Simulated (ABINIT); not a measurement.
**Geometry relaxation, with input and output: Zn (part 3 of 3)**

Zn (2 atoms in the cell); Kohn-Sham DFT of a periodic cell, r2SCAN, JTH PAW PBE v2.0, no spin polarisation (ABINIT 10.8.3); cutoff 707.5 eV, 7×7×4 k-mesh, fermi-dirac of 0.05 eV. The structure derives from an entry of the Crystallography Open Database.

Geometry of the input (Å; fractional positions):
```
2.6700  0.0000  0.0000
-1.3350  2.3123  0.0000
0.0000  0.0000  4.9660
Zn 0.6667  0.3333  0.7500
Zn 0.3333  0.6667  0.2500
```

**Output, continued**
```
--- !ResultsGS
iteration_state: {dtset: 1, itime: 5, icycle: 1, }
comment   : Summary of ground state results
lattice_vectors:
- [  4.9248060,   0.0000000,   0.0000000, ]
- [ -2.4624030,   4.2650071,   0.0000000, ]
- [  0.0000000,   0.0000000,   9.2674483, ]
lattice_lengths: [   4.92481,    4.92481,    9.26745, ]
lattice_angles: [ 90.000,  90.000, 120.000, ] # degrees, (23, 13, 12)
lattice_volume:   1.9465657E+02
convergence: {deltae: -6.190E-10, res2:  4.769E-08, residm:  6.725E-05, diffor: null, }
etotal    :  -1.15369399E+02
entropy   :   0.00000000E+00
fermie    :   4.13368052E-01
cartesian_stress_tensor: # hartree/bohr^3
- [ -2.12795895E-06,   0.00000000E+00,   0.00000000E+00, ]
- [  0.00000000E+00,  -2.12795891E-06,   0.00000000E+00, ]
- [  0.00000000E+00,   0.00000000E+00,   1.11019377E-05, ]
pressure_GPa:  -6.7139E-02
xred      :
- [  6.6667E-01,   3.3333E-01,   7.5000E-01, Zn]
- [  3.3333E-01,   6.6667E-01,   2.5000E-01, Zn]
cartesian_forces: # hartree/bohr
- [  1.36687882E-29,   1.18375178E-28,  -0.00000000E+00, ]
- [ -1.36687882E-29,  -1.18375178E-28,  -0.00000000E+00, ]
force_length_stats: {min:   1.19161733E-28, max:   1.19161733E-28, mean:   1.19161733E-28, }
...

 Integrated electronic density in atomic spheres:
 ------------------------------------------------
 Atom  Sphere_radius  Integrated_density
    1        2.30770         10.80774508
    2        2.30770         10.80774508

---OUTPUT-----------------------------------------------------------------------

 Cartesian coordinates (xcart) [bohr]
  2.46240301834056E+00  1.42166904548953E+00  6.95058621983461E+00
 -1.48445671992728E-16  2.84333809097906E+00  2.31686207327820E+00
 Reduced coordinates (xred)
  6.66666666666666E-01  3.33333333333333E-01  7.50000000000000E-01
  3.33333333333333E-01  6.66666666666666E-01  2.50000000000000E-01
 Cartesian forces (fcart) [Ha/bohr]; max,rms= 1.18375E-28 6.87981E-29 (free atoms)
  1.36687881872856E-29  1.18375178091608E-28 -0.00000000000000E+00
 -1.36687881872856E-29 -1.18375178091608E-28 -0.00000000000000E+00
 Gradient of E wrt nuclear positions in reduced coordinates (gred)
 -6.73161305788597E-29 -4.71212914052018E-28 -0.00000000000000E+00
  6.73161305788597E-29  4.71212914052018E-28  0.00000000000000E+00
 Scale of Primitive Cell (acell) [bohr]
  4.92480603668112E+00  4.92480603667401E+00  9.26744829311282E+00
 Real space primitive translations (rprimd) [bohr]
  4.92480603668112E+00  0.00000000000000E+00  0.00000000000000E+00
 -2.46240301834056E+00  4.26500713646860E+00  0.00000000000000E+00
  0.00000000000000E+00  0.00000000000000E+00  9.26744829311282E+00
 Unitary Cell Volume (ucvol) [Bohr^3]=  1.94656569009501E+02
 Angles (23,13,12)= [degrees]
  9.00000000000000E+01  9.00000000000000E+01  1.20000000000048E+02
 Lengths [Bohr]
  4.92480603668112E+00  4.92480603667401E+00  9.26744829311282E+00
 Stress tensor in cartesian coordinates (strten) [Ha/bohr^3]
 -2.12795894710335E-06  0.00000000000000E+00  0.00000000000000E+00
  0.00000000000000E+00 -2.12795890689246E-06  0.00000000000000E+00
  0.00000000000000E+00  0.00000000000000E+00  1.11019376564225E-05
 Total energy (etotal) [Ha]= -1.15369399467751E+02

 Difference of energy with previous step (new-old):
           Absolute (Ha)=-1.16830E-06
           Relative     =-1.01266E-08

--- Iteration: ( 6/60) Internal Cycle: (1/1)
--------------------------------------------------------------------------------

---SELF-CONSISTENT-FIELD CONVERGENCE--------------------------------------------

--- !BeginCycle
iteration_state: {dtset: 1, itime: 6, icycle: 1, }
solver: {iscf: 17, nstep: 100, nline: 4, wfoptalg: 10, }
tolerances: {tolvrs: 1.00E-07, }
...

     iter   Etot(hartree)      deltaE(h)  residm     nres2
 ETOT  1  -115.36939758513    -1.154E+02 2.552E-02 1.834E-02
 ETOT  2  -115.36941022672    -1.264E-05 2.164E-03 5.993E-03
 ETOT  3  -115.36940355789     6.669E-06 1.496E-04 2.031E-03
 ETOT  4  -115.36940105781     2.500E-06 8.870E-05 3.260E-05
 ETOT  5  -115.36940184330    -7.855E-07 1.110E-05 3.039E-05
 ETOT  6  -115.36940179646     4.685E-08 3.223E-05 4.204E-06
 ETOT  7  -115.36940182135    -2.490E-08 1.746E-05 1.134E-06
 ETOT  8  -115.36940182072     6.316E-10 3.727E-05 1.254E-06
 ETOT  9  -115.36940181965     1.072E-09 2.494E-05 6.121E-07
 ETOT 10  -115.36940181957     7.927E-11 3.571E-05 1.735E-07
 ETOT 11  -115.36940181970    -1.311E-10 2.067E-05 1.146E-07
 ETOT 12  -115.36940181985    -1.479E-10 3.293E-05 8.079E-08

 At SCF step   12       nres2   =  8.08E-08 < tolvrs=  1.00E-07 =>converged.

Result for kinetic energy density :

--------------------------------------------------------------------------------
 Total kinetic energy density [Ha/Bohr^3]
)     Maximum=    4.9595E-01  at reduced coord.    0.7222    0.4167    0.8125
)     Minimum=    6.0497E-03  at reduced coord.    0.0000    0.0000    0.0000
   Integrated=    1.3042E+01
--------------------------------------------------------------------------------

 Cartesian components of stress tensor (hartree/bohr^3)
  sigma(1 1)=  1.98118413E-06  sigma(3 2)=  0.00000000E+00
  sigma(2 2)=  1.98118417E-06  sigma(3 1)=  0.00000000E+00
  sigma(3 3)=  1.96099914E-06  sigma(2 1)=  0.00000000E+00

--- !ResultsGS
iteration_state: {dtset: 1, itime: 6, icycle: 1, }
comment   : Summary of ground state results
lattice_vectors:
- [  4.9269831,   0.0000000,   0.0000000, ]
- [ -2.4634916,   4.2668925,   0.0000000, ]
- [  0.0000000,   0.0000000,   9.2506979, ]
lattice_lengths: [   4.92698,    4.92698,    9.25070, ]
lattice_angles: [ 90.000,  90.000, 120.000, ] # degrees, (23, 13, 12)
lattice_volume:   1.9447657E+02
convergence: {deltae: -1.479E-10, res2:  8.079E-08, residm:  3.293E-05, diffor: null, }
etotal    :  -1.15369402E+02
entropy   :   0.00000000E+00
fermie    :   4.14807463E-01
cartesian_stress_tensor: # hartree/bohr^3
- [  1.98118413E-06,   0.00000000E+00,   0.00000000E+00, ]
- [  0.00000000E+00,   1.98118417E-06,   0.00000000E+00, ]
- [  0.00000000E+00,   0.00000000E+00,   1.96099914E-06, ]
pressure_GPa:  -5.8090E-02
xred      :
- [  6.6667E-01,   3.3333E-01,   7.5000E-01, Zn]
- [  3.3333E-01,   6.6667E-01,   2.5000E-01, Zn]
cartesian_forces: # hartree/bohr
- [  2.73254968E-29,  -1.57763829E-29,  -0.00000000E+00, ]
- [ -2.73254968E-29,   1.57763829E-29,  -0.00000000E+00, ]
force_length_stats: {min:   3.15527659E-29, max:   3.15527659E-29, mean:   3.15527659E-29, }
...

 Integrated electronic density in atomic spheres:
 ------------------------------------------------
 Atom  Sphere_radius  Integrated_density
    1        2.30770         10.80671206
    2        2.30770         10.80671206

---OUTPUT-----------------------------------------------------------------------

 Cartesian coordinates (xcart) [bohr]
  2.46349155380633E+00  1.42229751173372E+00  6.93802343635036E+00
  7.30752421728399E-17  2.84459502346744E+00  2.31267447878345E+00
 Reduced coordinates (xred)
  6.66666666666666E-01  3.33333333333333E-01  7.50000000000000E-01
  3.33333333333333E-01  6.66666666666666E-01  2.50000000000000E-01
 Cartesian forces (fcart) [Ha/bohr]; max,rms= 2.73255E-29 1.82170E-29 (free atoms)
  2.73254968034494E-29 -1.57763829352422E-29 -0.00000000000000E+00
 -2.73254968034494E-29  1.57763829352422E-29 -0.00000000000000E+00
 Gradient of E wrt nuclear positions in reduced coordinates (gred)
 -1.34632261157719E-28  1.34632261157719E-28 -0.00000000000000E+00
  1.34632261157719E-28 -1.34632261157719E-28 -0.00000000000000E+00
 Scale of Primitive Cell (acell) [bohr]
  4.92698310761267E+00  4.92698310760555E+00  9.25069791513381E+00
 Real space primitive translations (rprimd) [bohr]
  4.92698310761267E+00  0.00000000000000E+00  0.00000000000000E+00
 -2.46349155380633E+00  4.26689253520115E+00  0.00000000000000E+00
  0.00000000000000E+00  0.00000000000000E+00  9.25069791513381E+00
 Unitary Cell Volume (ucvol) [Bohr^3]=  1.94476566052407E+02
 Angles (23,13,12)= [degrees]
  9.00000000000000E+01  9.00000000000000E+01  1.20000000000048E+02
 Lengths [Bohr]
  4.92698310761267E+00  4.92698310760555E+00  9.25069791513381E+00
 Stress tensor in cartesian coordinates (strten) [Ha/bohr^3]
  1.98118412590362E-06  0.00000000000000E+00  0.00000000000000E+00
  0.00000000000000E+00  1.98118416620471E-06  0.00000000000000E+00
  0.00000000000000E+00  0.00000000000000E+00  1.96099914140727E-06
 Total energy (etotal) [Ha]= -1.15369401819849E+02

 Difference of energy with previous step (new-old):
           Absolute (Ha)=-2.35210E-06
           Relative     =-2.03875E-08

 At Broyd/MD step   6, gradients are converged :
  max grad (force/stress) = 1.9812E-04 < tolmxf= 5.0000E-04 ha/bohr (free atoms)

================================================================================

 ----iterations are completed or convergence reached----

 Mean square residual over all n,k,spin=   87.682E-09; max=  32.935E-06
 reduced coordinates (array xred) for    2 atoms
       0.666666666667      0.333333333333      0.750000000000
       0.333333333333      0.666666666667      0.250000000000
 rms dE/dt=  1.0993E-28; max dE/dt=  1.3463E-28; dE/dt below (all hartree)
    1      -0.000000000000      0.000000000000      0.000000000000
    2       0.000000000000     -0.000000000000      0.000000000000

 cartesian coordinates (angstrom) at end:
    1      1.30362358864194     0.75264742982292     3.67144388873678
    2      0.00000000000000     1.50529485964584     1.22381462957893

 cartesian forces (hartree/bohr) at end:
    1      0.00000000000000    -0.00000000000000    -0.00000000000000
    2     -0.00000000000000     0.00000000000000    -0.00000000000000
 frms,max,avg= 1.8216998E-29 2.7325497E-29   0.000E+00  0.000E+00  0.000E+00 h/b

 cartesian forces (eV/Angstrom) at end:
    1      0.00000000000000    -0.00000000000000    -0.00000000000000
    2     -0.00000000000000     0.00000000000000    -0.00000000000000
 frms,max,avg= 9.3675569E-28 1.4051335E-27   0.000E+00  0.000E+00  0.000E+00 e/A
 length scales=  4.926983107613  4.926983107606  9.250697915134 bohr
              =  2.607247177284  2.607247177280  4.895258518316 angstroms
 Fermi (or HOMO) energy (eV) =  11.28749   Average Vxc (eV)= -11.27487
 Eigenvalues (   eV  ) for nkpt=  24  k points:
 kpt#   1, nband= 16, wtk=  0.00510, kpt=  0.0000  0.0000  0.0000 (reduced coord)
  -0.16270    1.92861    2.77696    3.06905    3.06905    3.12354    3.12354    3.50257
   3.50257    3.72295    3.72295    7.03085    7.95938   25.53117   29.28435   30.50715
 prteigrs : prtvol=0 or 1, do not print more k-points.

--- !EnergyTerms
iteration_state     : {dtset: 1, itime: 6, icycle: 1, }
comment             : Components of total free energy in Hartree
kinetic             :  1.30415424298350E+01
hartree             :  2.72049831508064E+01
xc                  : -3.23100674873717E+00
Ewald energy        : -9.01587956542514E+01
psp_core            :  2.03517820833741E+00
local_psp           : -1.09694861685974E+02
PAW spherical_terms :  4.54336848406337E+01
internal            : -1.15369275459350E+02
'-kT*entropy'       : -9.65374468565750E-05
total_energy        : -1.15369371996797E+02
total_energy_eV     : -3.13936054236111E+03
...

--- !EnergyTermsDC
iteration_state     : {dtset: 1, itime: 6, icycle: 1, }
comment             : '"Double-counting" decomposition of free energy'
band_energy         :  3.30540377844282E+00
Ewald energy        : -9.01587956542514E+01
psp_core            :  2.03517820833741E+00
xc_dc               : -2.62965807743682E+01
PAW spherical_terms : -4.25451084056323E+00
internal            : -1.15369305282403E+02
'-kT*entropy'       : -9.65374468565750E-05
total_energy_dc     : -1.15369401819849E+02
total_energy_dc_eV  : -3.13936135388771E+03
...

--- !EnergyTermsWithPAWCore
iteration_state     : {dtset: 1, itime: 6, icycle: 1, }
comment             : 'Components of total free energy, including PAW core contributions'
Total energy        : -3.59260950594684E+03
Total energy DC     : -3.59260953576989E+03
Total energy (eV)   : -9.77598848973024E+04
Total energy DC (eV): -9.77598857088290E+04
...

 Cartesian components of stress tensor (hartree/bohr^3)
  sigma(1 1)=  1.98118413E-06  sigma(3 2)=  0.00000000E+00
  sigma(2 2)=  1.98118417E-06  sigma(3 1)=  0.00000000E+00
  sigma(3 3)=  1.96099914E-06  sigma(2 1)=  0.00000000E+00

-Cartesian components of stress tensor (GPa)         [Pressure= -5.8090E-02 GPa]
- sigma(1 1)=  5.82884494E-02  sigma(3 2)=  0.00000000E+00
- sigma(2 2)=  5.82884506E-02  sigma(3 1)=  0.00000000E+00
- sigma(3 3)=  5.76945866E-02  sigma(2 1)=  0.00000000E+00

== END DATASET(S) ==============================================================
================================================================================

 -outvars: echo values of variables after computation  --------
            acell      4.9269831076E+00  4.9269831076E+00  9.2506979151E+00 Bohr
           etotal     -1.1536940182E+02
            fcart      2.7325496803E-29 -1.5776382935E-29 -0.0000000000E+00
                      -2.7325496803E-29  1.5776382935E-29 -0.0000000000E+00
            rprim      1.0000000000E+00  0.0000000000E+00  0.0000000000E+00
                      -5.0000000000E-01  8.6602540378E-01  0.0000000000E+00
                       0.0000000000E+00  0.0000000000E+00  1.0000000000E+00
           strten      1.9811841259E-06  1.9811841662E-06  1.9609991414E-06
                       0.0000000000E+00  0.0000000000E+00  0.0000000000E+00
           xangst      1.3036235886E+00  7.5264742982E-01  3.6714438887E+00
                       3.8669752813E-17  1.5052948596E+00  1.2238146296E+00
             xred      6.6666666667E-01  3.3333333333E-01  7.5000000000E-01
                       3.3333333333E-01  6.6666666667E-01  2.5000000000E-01
 Calculation completed.
```

**Trajectory as extended XYZ (Å, eV, eV/Å), 6 frames, from step=0 to step=5**
```
2
Lattice="2.6700 0.0000 0.0000 -1.3350 2.3123 0.0000 0.0000 0.0000 4.9660" Properties=species:S:1:pos:R:3:forces:R:3 step=0 energy=-3139.32754
Zn    1.3350    0.7708    3.7245    0.0000   0.0000   0.0000
Zn    0.0000    1.5415    1.2415    0.0000   0.0000   0.0000
2
Lattice="2.6530 0.0000 0.0000 -1.3265 2.2975 0.0000 0.0000 0.0000 4.9513" Properties=species:S:1:pos:R:3:forces:R:3 step=1 energy=-3139.34246
Zn    1.3265    0.7658    3.7135    0.0000   0.0000   0.0000
Zn    0.0000    1.5317    1.2378    0.0000   0.0000   0.0000
2
Lattice="2.6011 0.0000 0.0000 -1.3005 2.2526 0.0000 0.0000 0.0000 4.9042" Properties=species:S:1:pos:R:3:forces:R:3 step=2 energy=-3139.36105
Zn    1.3005    0.7509    3.6781    0.0000   0.0000   0.0000
Zn    0.0000    1.5017    1.2260    0.0000   0.0000   0.0000
2
Lattice="2.6062 0.0000 0.0000 -1.3031 2.2570 0.0000 0.0000 0.0000 4.9064" Properties=species:S:1:pos:R:3:forces:R:3 step=3 energy=-3139.36126
Zn    1.3031    0.7523    3.6798    0.0000   0.0000   0.0000
Zn    0.0000    1.5047    1.2266    0.0000   0.0000   0.0000
2
Lattice="2.6061 0.0000 0.0000 -1.3030 2.2569 0.0000 0.0000 0.0000 4.9041" Properties=species:S:1:pos:R:3:forces:R:3 step=4 energy=-3139.36129
Zn    1.3030    0.7523    3.6781    0.0000   0.0000   0.0000
Zn    0.0000    1.5046    1.2260    0.0000   0.0000   0.0000
2
Lattice="2.6072 0.0000 0.0000 -1.3036 2.2579 0.0000 0.0000 0.0000 4.8953" Properties=species:S:1:pos:R:3:forces:R:3 step=5 energy=-3139.36135
Zn    1.3036    0.7526    3.6714    0.0000   0.0000   0.0000
Zn    0.0000    1.5053    1.2238    0.0000   0.0000   0.0000
```

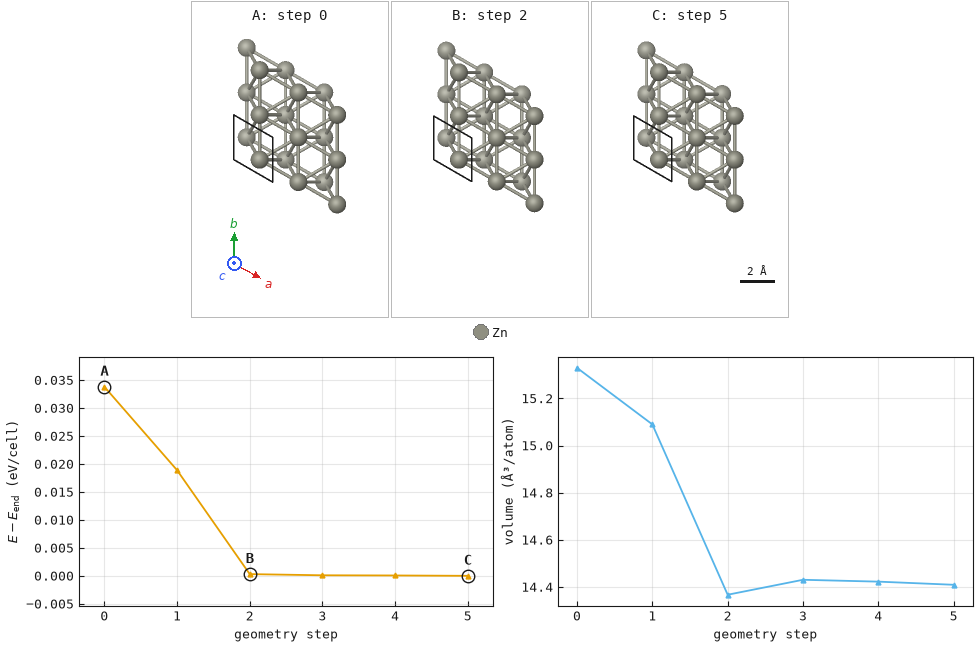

Frames of the relaxation (ball-and-stick view of the cell of the calculation, repeated 3 × 3 × 1, along the c axis) above the curves, on which the letters mark them (steps are counted from 0).

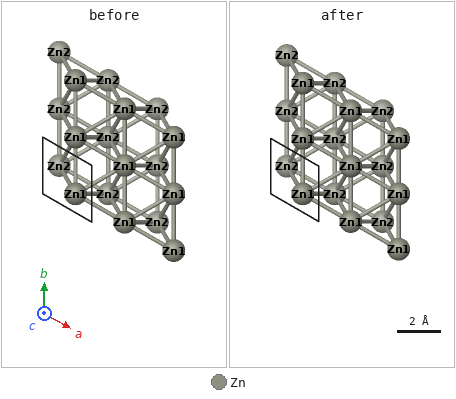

Before (left) and after (right) the relaxation, at one scale (ball-and-stick view of the cell of the calculation, repeated 3 × 3 × 1, along the c axis). The energy falls by 33.8 meV per cell of the calculation in 5 geometry steps. All forces vanish by symmetry, so only the cell relaxes. No atom moves by more than 0.005 Å relative to the cell. Cell: a = b 2.670 → 2.607 Å (−2.4 %), c 4.966 → 4.895 Å (−1.4 %). Volume −6.0 %. Distances before and after: Zn1–Zn1 2.670 → 2.607 Å, Zn1–Zn2 2.923 → 2.873 Å. The space group stays P6_3/mmc (No. 194). (Atoms are counted from 1 in the order of the input.)

**Key numbers**

```tsv
quantity	value
outcome	converged
space group (tolerance 0.01 Å)	P6₃/mmc (194)
electrons treated	24
free energy	−3139.3614 eV
Fermi energy	11.287 eV
gap on the k-point mesh	none (metallic)
pressure	−0.06 GPa
final volume	28.82 Å³
largest force (length of the vector) at the end	under 0.001 eV/Å
final cell	a = 2.607 Å, b = 2.607 Å, c = 4.895 Å, α = 90.00°, β = 90.00°, γ = 120.00°
wall time	7.4 min
peak memory	0.15 GiB
```
